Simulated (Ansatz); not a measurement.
# Platinum, fcc under r²SCAN: how the k-point mesh moves the result

How fine must the k-point mesh be for energy and pressure to settle? The geometry was relaxed under r²SCAN beforehand and stays fixed; 8 values are run, from 2×2×2 to 20×20×20. Wanted are the values from which on the energy stays within 10 and 1 meV/atom, and the pressure within 0.5 GPa, of the last run. Within the series other settings stay, but some runs also write fields, which adds to their time. Spin polarisation is left out.

Program: Ansatz 0.2.0. Level of theory: DFT r²SCAN, plane waves with PAW, scalar-relativistic. These are calculated values, not measurements.

**1. The structure to begin with**

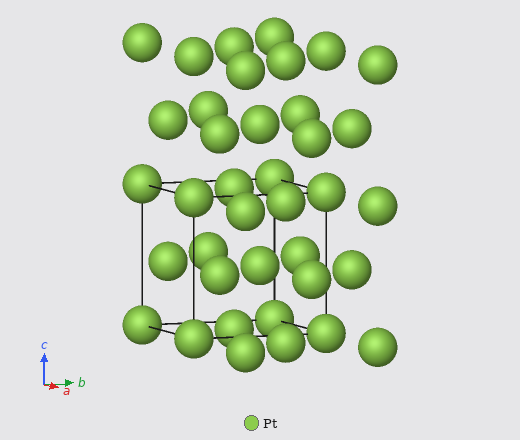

Start, viewed slightly off an axis; platinum green. 2×1×2 conventional cells are drawn; the run uses a primitive one. Any atoms on the faces are drawn again on the opposite ones.

Structure file:

```cif
data_structure
_symmetry_space_group_name_H-M 'P 1'
_symmetry_Int_Tables_number 1
_cell_length_a 2.7868
_cell_length_b 2.7868
_cell_length_c 2.7868
_cell_angle_alpha 60.000
_cell_angle_beta 60.000
_cell_angle_gamma 60.000
_cell_volume 15.30
loop_
_atom_site_label
_atom_site_type_symbol
_atom_site_fract_x
_atom_site_fract_y
_atom_site_fract_z
_atom_site_occupancy
Pt1 Pt 0.00000 0.00000 0.00000 1
```

**2. Run at 2×2×2**

The run at 2×2×2.

Input file input.yaml:

```yaml
crystal:
  lattice:
    - [0.0, 1.9705765473, 1.9705765473]
    - [1.9705765473, 0.0, 1.9705765473]
    - [1.9705765473, 1.9705765473, 0.0]
  atoms:
    - { symbol: Pt, position: [0.0, 0.0, 0.0] }
hamiltonian:
  xc: r2scan
  pseudopotentials:
    kind: paw
    azcp:
      Pt: "pseudopotentials/Pt.paw.azcp"
basis:
  ecutwfc: 500
  fft_grid_basis: typed
kpoints:
  mp_grid: { grid: [2, 2, 2], shift: [0, 0, 0] }
magnetization:
  spin_polarized: false
scf:
  occupations: { method: fermi_dirac, width: 0.1 }
  lower_state_search: "off"
output:
  stress: true
```

On the command line:

```console
$ ansatz run input.yaml --threads 2 --pin off --max-ram 5120MiB --backend cpu --events-out ev --progress --plain --runs-dir out
```

The program printed, cut to the lines that bear on the results:

```text
Warning: RAYON_NUM_THREADS=2 ignored (pool sized by the plan → 2); use --threads N
[...]
Pseudopotentials: kind: paw
Pseudopotential: Pt, paw, valence charge 18, recommended cutoff 500 eV (meta_gga), <dir>
Functional definition: r2SCAN
[...]
Crystal: 1 atoms, lattice volume = 15.304 Å³
Basis set: ecut = 500 eV, 387 PW (Γ), exchange–correlation on 96×96×96 points (64 copies of the dense FFT grid, shifted against one another)
Bands: 13, of which v1, the nominal top of the filled ones, is band 9 counted from 1 (8 counted from 0)
Symmetry: 48 space group operations
Space group: Fm-3m (ITA 225), of the structure as read, at distance tolerance 2.5e-5 Å
k-points: 3 of 8
[...]
SCF iter   1: F=-12532.224441 eV  HF=-12532.260068 eV  |F-HF|=3.56e-2  |Δ(HF+E_count)|=         —  Δρ=5.48e-2  dr2=1.87e-1  dr2_τ=3.72e-2  ethr=1.77e-3  ⟨swp⟩=4.7  Hψ=217  notcnv=0
[...]
SCF iter   6: F=-12532.256188 eV  HF=-12532.256188 eV  |F-HF|=3.66e-8  |Δ(HF+E_count)|=   4.58e-7  Δρ=2.20e-5  dr2=1.57e-8  dr2_τ=2.37e-9  ethr=5.56e-10  ⟨swp⟩=4.3  Hψ=128  notcnv=0
[...]
SCF converged after 6 iterations
Free energy (F): -12532.256188 eV
[...]
E sigma→0 (E₀):  -12532.199196 eV
Entropy (-TS):   -0.113985 eV (-113.985 meV/atom)
Fermi energy:    23.180534 eV
[...]
--- Stress (GPa, compression-positive) ---
       63.484078       0.000000       0.000000
        0.000000      63.484078       0.000000
        0.000000       0.000000      63.484078
  P = ⅓ Tr σ = 63.4841 GPa (634.841 kbar)
```

Wall time 0.48 s (2 threads of Arm Neoverse V2, shared host); peak memory 0.3 GiB.

**3. Run at 4×4×4**

The run at 4×4×4.

Edit input.yaml of step 2 so:

```diff
@@ -17,3 +17,3 @@
 kpoints:
-  mp_grid: { grid: [2, 2, 2], shift: [0, 0, 0] }
+  mp_grid: { grid: [4, 4, 4], shift: [0, 0, 0] }
 magnetization:
```

On the command line:

```console
$ ansatz run input.yaml --threads 2 --pin off --max-ram 5120MiB --backend cpu --events-out ev --progress --plain --runs-dir out
```

The program printed, cut to the lines that bear on the results:

```text
Warning: RAYON_NUM_THREADS=2 ignored (pool sized by the plan → 2); use --threads N
[...]
[... 3 set-up lines as earlier in the session ...]
[...]
Crystal: 1 atoms, lattice volume = 15.304 Å³
Basis set: ecut = 500 eV, 387 PW (Γ), exchange–correlation on 96×96×96 points (64 copies of the dense FFT grid, shifted against one another)
Bands: 13, of which v1, the nominal top of the filled ones, is band 9 counted from 1 (8 counted from 0)
[... 2 set-up lines as earlier in the session ...]
k-points: 8 of 64
[...]
SCF iter   1: F=-12536.936605 eV  HF=-12536.940540 eV  |F-HF|=3.94e-3  |Δ(HF+E_count)|=         —  Δρ=1.52e-2  dr2=2.08e-2  dr2_τ=1.21e-2  ethr=1.77e-3  ⟨swp⟩=5.0  Hψ=584  notcnv=0
[...]
SCF iter   6: F=-12536.945133 eV  HF=-12536.945133 eV  |F-HF|=1.18e-9  |Δ(HF+E_count)|=   2.68e-7  Δρ=1.11e-5  dr2=4.45e-9  dr2_τ=9.84e-9  ethr=4.22e-10  ⟨swp⟩=2.1  Hψ=377  notcnv=0
[...]
SCF converged after 6 iterations
Free energy (F): -12536.945133 eV
[...]
E sigma→0 (E₀):  -12536.912949 eV
Entropy (-TS):   -0.064369 eV (-64.369 meV/atom)
Fermi energy:    22.916962 eV
[...]
--- Stress (GPa, compression-positive) ---
       -2.234650      -0.000000      -0.000000
        0.000000      -2.234650       0.000000
       -0.000000       0.000000      -2.234650
  P = ⅓ Tr σ = -2.2346 GPa (-22.346 kbar)
```

Wall time 0.53 s (2 threads of Arm Neoverse V2, shared host); peak memory 0.3 GiB.

**4. Run at 5×5×5**

The run at 5×5×5.

Edit input.yaml of step 3 so:

```diff
@@ -17,3 +17,3 @@
 kpoints:
-  mp_grid: { grid: [4, 4, 4], shift: [0, 0, 0] }
+  mp_grid: { grid: [5, 5, 5], shift: [0, 0, 0] }
 magnetization:
```

On the command line:

```console
$ ansatz run input.yaml --threads 2 --pin off --max-ram 5120MiB --backend cpu --events-out ev --progress --plain --runs-dir out
```

The program printed, cut to the lines that bear on the results:

```text
Warning: RAYON_NUM_THREADS=2 ignored (pool sized by the plan → 2); use --threads N
[...]
[... 3 set-up lines as earlier in the session ...]
[...]
Crystal: 1 atoms, lattice volume = 15.304 Å³
Basis set: ecut = 500 eV, 387 PW (Γ), exchange–correlation on 96×96×96 points (64 copies of the dense FFT grid, shifted against one another)
Bands: 13, of which v1, the nominal top of the filled ones, is band 9 counted from 1 (8 counted from 0)
[... 2 set-up lines as earlier in the session ...]
k-points: 10 of 125
[...]
SCF iter   1: F=-12536.505145 eV  HF=-12536.522164 eV  |F-HF|=1.70e-2  |Δ(HF+E_count)|=         —  Δρ=1.63e-2  dr2=3.41e-2  dr2_τ=1.09e-2  ethr=1.77e-3  ⟨swp⟩=5.0  Hψ=741  notcnv=0
[...]
SCF iter   6: F=-12536.521509 eV  HF=-12536.521509 eV  |F-HF|=1.88e-8  |Δ(HF+E_count)|=   3.33e-8  Δρ=1.48e-5  dr2=3.03e-8  dr2_τ=3.16e-9  ethr=5.56e-10  ⟨swp⟩=2.9  Hψ=520  notcnv=0
[...]
SCF converged after 6 iterations
Free energy (F): -12536.521509 eV
[...]
E sigma→0 (E₀):  -12536.476129 eV
Entropy (-TS):   -0.090761 eV (-90.761 meV/atom)
Fermi energy:    22.649481 eV
[...]
--- Stress (GPa, compression-positive) ---
        5.378896       0.000000      -0.000000
       -0.000000       5.378896       0.000000
        0.000000       0.000000       5.378896
  P = ⅓ Tr σ = 5.3789 GPa (53.789 kbar)
```

Run time: 0.55 s. Hardware: 2 threads of Arm Neoverse V2, shared host; peak memory 0.31 GiB.

**5. Run at 7×7×7**

The run at 7×7×7.

Edit input.yaml of step 4 so:

```diff
@@ -17,3 +17,3 @@
 kpoints:
-  mp_grid: { grid: [5, 5, 5], shift: [0, 0, 0] }
+  mp_grid: { grid: [7, 7, 7], shift: [0, 0, 0] }
 magnetization:
@@ -25 +25,5 @@
   stress: true
+  write_density: true
+  write_potential: true
+  elf: true
+  volumetric_format: npy
```

On the command line:

```console
$ ansatz run input.yaml --threads 2 --pin off --max-ram 5120MiB --backend cpu --events-out ev --progress --plain --runs-dir out
```

The program printed, cut to the lines that bear on the results:

```text
Warning: RAYON_NUM_THREADS=2 ignored (pool sized by the plan → 2); use --threads N
[...]
[... 3 set-up lines as earlier in the session ...]
[...]
Crystal: 1 atoms, lattice volume = 15.304 Å³
Basis set: ecut = 500 eV, 387 PW (Γ), exchange–correlation on 96×96×96 points (64 copies of the dense FFT grid, shifted against one another)
Bands: 13, of which v1, the nominal top of the filled ones, is band 9 counted from 1 (8 counted from 0)
[... 2 set-up lines as earlier in the session ...]
k-points: 20 of 343
[...]
SCF iter   1: F=-12536.775275 eV  HF=-12536.789437 eV  |F-HF|=1.42e-2  |Δ(HF+E_count)|=         —  Δρ=1.63e-2  dr2=3.33e-2  dr2_τ=1.11e-2  ethr=1.77e-3  ⟨swp⟩=5.0  Hψ=1488  notcnv=0
[...]
SCF iter   6: F=-12536.789383 eV  HF=-12536.789383 eV  |F-HF|=6.36e-9  |Δ(HF+E_count)|=   9.15e-8  Δρ=1.84e-5  dr2=2.72e-8  dr2_τ=2.30e-9  ethr=5.56e-10  ⟨swp⟩=7.7  Hψ=1555  notcnv=0
[...]
SCF converged after 6 iterations
Free energy (F): -12536.789383 eV
[...]
E sigma→0 (E₀):  -12536.761251 eV
Entropy (-TS):   -0.056264 eV (-56.264 meV/atom)
Fermi energy:    22.803261 eV
[...]
--- Stress (GPa, compression-positive) ---
        1.385939       0.000000      -0.000000
        0.000000       1.385939      -0.000000
       -0.000000      -0.000000       1.385939
  P = ⅓ Tr σ = 1.3859 GPa (13.859 kbar)
--- Band table (eV; the first three rows and the last of 20) ---
  k-point 0: bands = ["-77.7536", "-31.1452", "-31.1452", "-31.1452", "12.3861", "18.8833", "18.8833", "18.8833", "21.0007", "21.0007", "38.0669", "43.1434", "43.1434"]
[...]
```

Run time: 0.76 s. Hardware: 2 threads of Arm Neoverse V2, shared host; peak memory 0.31 GiB.

**6. Run at 8×8×8**

The run at 8×8×8.

Edit input.yaml of step 5 so:

```diff
@@ -17,3 +17,3 @@
 kpoints:
-  mp_grid: { grid: [7, 7, 7], shift: [0, 0, 0] }
+  mp_grid: { grid: [8, 8, 8], shift: [0, 0, 0] }
 magnetization:
```

On the command line:

```console
$ ansatz run input.yaml --threads 2 --pin off --max-ram 5120MiB --backend cpu --events-out ev --progress --plain --runs-dir out
```

The program printed, cut to the lines that bear on the results:

```text
Warning: RAYON_NUM_THREADS=2 ignored (pool sized by the plan → 2); use --threads N
[...]
[... 3 set-up lines as earlier in the session ...]
[...]
Crystal: 1 atoms, lattice volume = 15.304 Å³
Basis set: ecut = 500 eV, 387 PW (Γ), exchange–correlation on 96×96×96 points (64 copies of the dense FFT grid, shifted against one another)
Bands: 13, of which v1, the nominal top of the filled ones, is band 9 counted from 1 (8 counted from 0)
[... 2 set-up lines as earlier in the session ...]
k-points: 29 of 512
[...]
SCF iter   1: F=-12536.788262 eV  HF=-12536.787958 eV  |F-HF|=3.04e-4  |Δ(HF+E_count)|=         —  Δρ=1.11e-2  dr2=1.36e-2  dr2_τ=1.07e-2  ethr=1.77e-3  ⟨swp⟩=5.0  Hψ=2171  notcnv=0
[...]
SCF iter   6: F=-12536.795106 eV  HF=-12536.795106 eV  |F-HF|=5.52e-9  |Δ(HF+E_count)|=   9.83e-8  Δρ=1.82e-5  dr2=2.72e-8  dr2_τ=1.98e-9  ethr=5.56e-10  ⟨swp⟩=7.6  Hψ=2158  notcnv=0
[...]
SCF converged after 6 iterations
Free energy (F): -12536.795106 eV
[...]
E sigma→0 (E₀):  -12536.766301 eV
Entropy (-TS):   -0.057611 eV (-57.611 meV/atom)
Fermi energy:    22.594349 eV
[...]
--- Stress (GPa, compression-positive) ---
       -0.254565       0.000000       0.000000
        0.000000      -0.254565       0.000000
       -0.000000      -0.000000      -0.254565
  P = ⅓ Tr σ = -0.2546 GPa (-2.546 kbar)
--- Band table (eV; the first three rows and the last of 29) ---
  k-point 0: bands = ["-77.8766", "-31.2538", "-31.2538", "-31.2538", "12.3614", "18.8212", "18.8212", "18.8212", "20.9319", "20.9319", "38.0658", "43.1410", "43.1410"]
[...]
```

It took 0.88 s on 2 threads of Arm Neoverse V2, shared host; peak memory 0.32 GiB.

**7. Run at 11×11×11**

The run at 11×11×11.

Edit input.yaml of step 6 so:

```diff
@@ -17,3 +17,3 @@
 kpoints:
-  mp_grid: { grid: [8, 8, 8], shift: [0, 0, 0] }
+  mp_grid: { grid: [11, 11, 11], shift: [0, 0, 0] }
 magnetization:
@@ -25,5 +25 @@
   stress: true
-  write_density: true
-  write_potential: true
-  elf: true
-  volumetric_format: npy
```

On the command line:

```console
$ ansatz run input.yaml --threads 2 --pin off --max-ram 5120MiB --backend cpu --events-out ev --progress --plain --runs-dir out
```

The program printed, cut to the lines that bear on the results:

```text
Warning: RAYON_NUM_THREADS=2 ignored (pool sized by the plan → 2); use --threads N
[...]
[... 3 set-up lines as earlier in the session ...]
[...]
Crystal: 1 atoms, lattice volume = 15.304 Å³
Basis set: ecut = 500 eV, 387 PW (Γ), exchange–correlation on 96×96×96 points (64 copies of the dense FFT grid, shifted against one another)
Bands: 13, of which v1, the nominal top of the filled ones, is band 9 counted from 1 (8 counted from 0)
[... 2 set-up lines as earlier in the session ...]
k-points: 56 of 1331
[...]
SCF iter   1: F=-12536.814463 eV  HF=-12536.817029 eV  |F-HF|=2.57e-3  |Δ(HF+E_count)|=         —  Δρ=1.27e-2  dr2=1.82e-2  dr2_τ=1.11e-2  ethr=1.77e-3  ⟨swp⟩=5.0  Hψ=4171  notcnv=0
[...]
SCF iter   6: F=-12536.823014 eV  HF=-12536.823014 eV  |F-HF|=9.82e-9  |Δ(HF+E_count)|=   8.10e-8  Δρ=1.74e-5  dr2=2.32e-8  dr2_τ=2.02e-9  ethr=4.82e-10  ⟨swp⟩=2.9  Hψ=2477  notcnv=0
[...]
SCF converged after 6 iterations
Free energy (F): -12536.823014 eV
[...]
E sigma→0 (E₀):  -12536.795955 eV
Entropy (-TS):   -0.054119 eV (-54.119 meV/atom)
Fermi energy:    22.641633 eV
[...]
--- Stress (GPa, compression-positive) ---
       -0.209405       0.000000       0.000000
        0.000000      -0.209405      -0.000000
       -0.000000      -0.000000      -0.209405
  P = ⅓ Tr σ = -0.2094 GPa (-2.094 kbar)
```

Wall time 1 s (2 threads of Arm Neoverse V2, shared host); peak memory 0.32 GiB.

**8. Run at 15×15×15**

The run at 15×15×15.

Edit input.yaml of step 7 so:

```diff
@@ -17,3 +17,3 @@
 kpoints:
-  mp_grid: { grid: [11, 11, 11], shift: [0, 0, 0] }
+  mp_grid: { grid: [15, 15, 15], shift: [0, 0, 0] }
 magnetization:
```

On the command line:

```console
$ ansatz run input.yaml --threads 2 --pin off --max-ram 5120MiB --backend cpu --events-out ev --progress --plain --runs-dir out
```

The program printed, cut to the lines that bear on the results:

```text
Warning: RAYON_NUM_THREADS=2 ignored (pool sized by the plan → 2); use --threads N
[...]
[... 3 set-up lines as earlier in the session ...]
[...]
Crystal: 1 atoms, lattice volume = 15.304 Å³
Basis set: ecut = 500 eV, 387 PW (Γ), exchange–correlation on 96×96×96 points (64 copies of the dense FFT grid, shifted against one another)
Bands: 13, of which v1, the nominal top of the filled ones, is band 9 counted from 1 (8 counted from 0)
[... 2 set-up lines as earlier in the session ...]
k-points: 120 of 3375
[...]
SCF iter   1: F=-12536.802799 eV  HF=-12536.809137 eV  |F-HF|=6.34e-3  |Δ(HF+E_count)|=         —  Δρ=1.38e-2  dr2=2.30e-2  dr2_τ=1.09e-2  ethr=1.77e-3  ⟨swp⟩=5.0  Hψ=9006  notcnv=0
[...]
SCF iter   6: F=-12536.813260 eV  HF=-12536.813260 eV  |F-HF|=5.14e-9  |Δ(HF+E_count)|=   9.17e-8  Δρ=2.12e-5  dr2=3.88e-8  dr2_τ=2.86e-9  ethr=5.56e-10  ⟨swp⟩=4.0  Hψ=4880  notcnv=0
[...]
SCF converged after 6 iterations
Free energy (F): -12536.813260 eV
[...]
E sigma→0 (E₀):  -12536.787187 eV
Entropy (-TS):   -0.052145 eV (-52.145 meV/atom)
Fermi energy:    22.699171 eV
[...]
--- Stress (GPa, compression-positive) ---
        0.153341       0.000000       0.000000
       -0.000000       0.153341       0.000000
        0.000000       0.000000       0.153341
  P = ⅓ Tr σ = 0.1533 GPa (1.533 kbar)
```

Wall time 1.6 s (2 threads of Arm Neoverse V2, shared host); peak memory 0.34 GiB.

**9. Run at 20×20×20**

The run at 20×20×20.

Edit input.yaml of step 8 so:

```diff
@@ -17,3 +17,3 @@
 kpoints:
-  mp_grid: { grid: [15, 15, 15], shift: [0, 0, 0] }
+  mp_grid: { grid: [20, 20, 20], shift: [0, 0, 0] }
 magnetization:
```

On the command line:

```console
$ ansatz run input.yaml --threads 2 --pin off --max-ram 5120MiB --backend cpu --events-out ev --progress --plain --runs-dir out
```

The program printed, cut to the lines that bear on the results:

```text
Warning: RAYON_NUM_THREADS=2 ignored (pool sized by the plan → 2); use --threads N
[...]
[... 3 set-up lines as earlier in the session ...]
[...]
Crystal: 1 atoms, lattice volume = 15.304 Å³
Basis set: ecut = 500 eV, 387 PW (Γ), exchange–correlation on 96×96×96 points (64 copies of the dense FFT grid, shifted against one another)
Bands: 13, of which v1, the nominal top of the filled ones, is band 9 counted from 1 (8 counted from 0)
[... 2 set-up lines as earlier in the session ...]
k-points: 256 of 8000
[...]
SCF iter   1: F=-12536.805168 eV  HF=-12536.811151 eV  |F-HF|=5.98e-3  |Δ(HF+E_count)|=         —  Δρ=1.38e-2  dr2=2.27e-2  dr2_τ=1.09e-2  ethr=1.77e-3  ⟨swp⟩=5.0  Hψ=19056  notcnv=0
[...]
SCF iter   6: F=-12536.815558 eV  HF=-12536.815558 eV  |F-HF|=7.52e-9  |Δ(HF+E_count)|=   9.60e-8  Δρ=2.08e-5  dr2=3.61e-8  dr2_τ=2.80e-9  ethr=5.56e-10  ⟨swp⟩=4.0  Hψ=10378  notcnv=0
[...]
SCF converged after 6 iterations
Free energy (F): -12536.815558 eV
[...]
E sigma→0 (E₀):  -12536.789567 eV
Entropy (-TS):   -0.051983 eV (-51.983 meV/atom)
Fermi energy:    22.691810 eV
[...]
--- Stress (GPa, compression-positive) ---
        0.129637      -0.000000       0.000000
        0.000000       0.129637      -0.000000
       -0.000000      -0.000000       0.129637
  P = ⅓ Tr σ = 0.1296 GPa (1.296 kbar)
```

It took 2.9 s on 2 threads of Arm Neoverse V2, shared host; peak memory 0.39 GiB.

**10. The series**

Energies count from the run at 20×20×20.

| k-mesh | k-points | E(σ → 0) (meV/atom) | P (GPa) | SCF cycles | CPU time |
| --- | --- | --- | --- | --- | --- |
| 2×2×2 | 3 | 4590.37 | 63.48 | 6 | 0.75 s |
| 4×4×4 | 8 | -123.38 | -2.23 | 6 | 0.86 s |
| 5×5×5 | 10 | 313.44 | 5.38 | 6 | 0.9 s |
| 7×7×7 | 20 | 28.32 | 1.39 | 6 | 1.3 s |
| 8×8×8 | 29 | 23.27 | -0.25 | 6 | 1.5 s |
| 11×11×11 | 56 | -6.39 | -0.21 | 6 | 1.8 s |
| 15×15×15 | 120 | 2.38 | 0.15 | 6 | 3 s |
| 20×20×20 | 256 | 0.00 | 0.13 | 6 | 5.6 s |

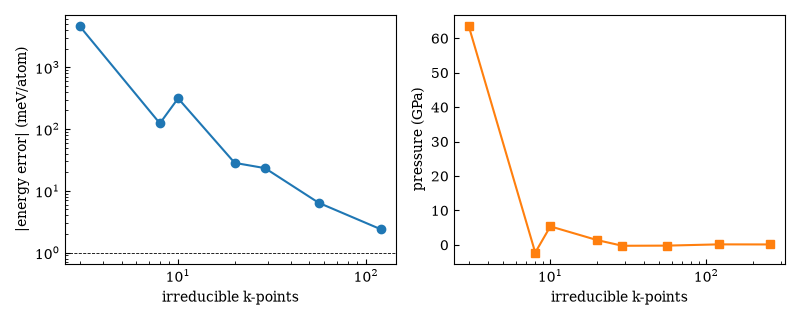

Energy and pressure against the k-point mesh; the dashed line marks 1 meV/atom.

**11. What came out**

| quantity | value |
| --- | --- |
| E(σ → 0) stays within 10 meV/atom of 20×20×20 | from 11×11×11 on |
| E(σ → 0) stays within 1 meV/atom | not reached before 20×20×20 |
| pressure stays within 0.5 GPa | from 8×8×8 on |
| pressure at 20×20×20 | 0.13 GPa |
| CPU time, dearest over cheapest | 7.5 |
| energy of a separate run on a finer mesh (22×22×22) | -1.0 meV/atom from 20×20×20 |

**Reading.** The far end, 2×2×2, lies +4590 meV/atom and +63.4 GPa from the yardstick. Convergence in k is not monotonic; the energy swings about its limit. The energy has not settled to 1 meV/atom before the last mesh. A Fermi surface needs many points. The yardstick itself is unsettled by 1.0 meV/atom against the finer mesh, so the thresholds above hold only within this series.
